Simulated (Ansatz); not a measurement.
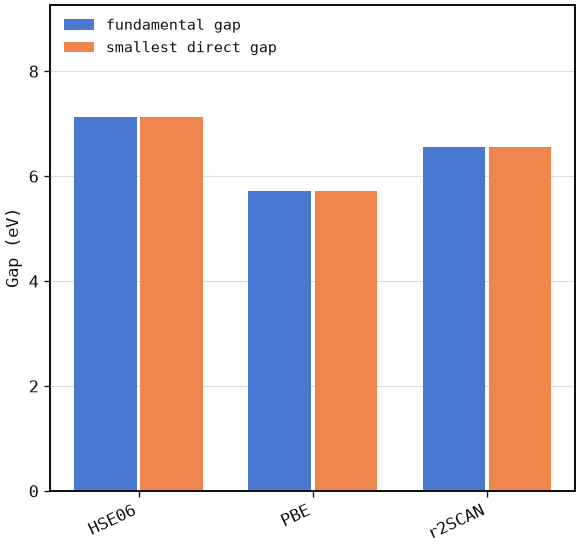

Gaps of NaCl, space group Fm-3m (No. 225), 2 atoms in the cell, rocksalt type, hydrostatic strain −4.0%, at several levels of theory on one cell (Ansatz, plane waves and PAW; edges over the mesh and the special points).

How does the gap depend on the level, and does its kind change?

Answer. In rising order: PBE 5.71 eV, r2SCAN 6.55 eV and HSE06 7.13 eV. It is direct at every level.
